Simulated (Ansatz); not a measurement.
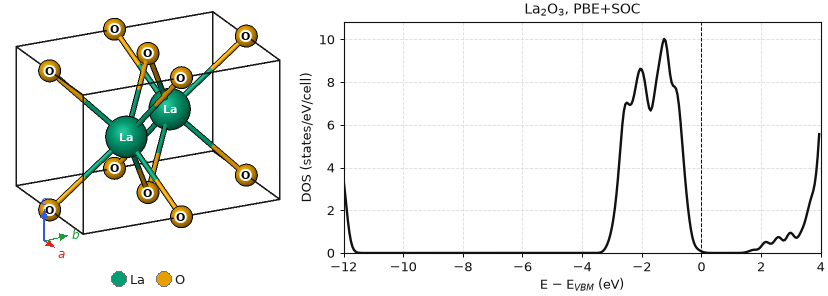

Density of states, beside the structure. Energies are counted from the top of the valence band. The curve is built from the levels of the k mesh with Gaussians 0.3 eV wide, which also blur the band edges.

System: La2O3, space group P6/mmm (No. 191), 5 atoms in the cell; a = 6.35 Å, b = 6.35 Å, c = 3.28 Å, α = 90.00°, β = 90.00°, γ = 120.00°.

Level of theory: DFT, PBE with spin-orbit coupling, plane waves, PAW, 6×6×8 k mesh, 420 eV cutoff; code Ansatz 0.2.0.

Q: Metal or insulator, going by the density of states?

A: There is a gap; over the k points computed it is 1.56 eV (indirect; the smallest direct gap is 2.03 eV).

Q: How wide is the upper valence band?

A: The upper group of valence states starts about 3.2 eV under the valence-band top, with a gap beneath it; it holds about 18 electrons a cell.
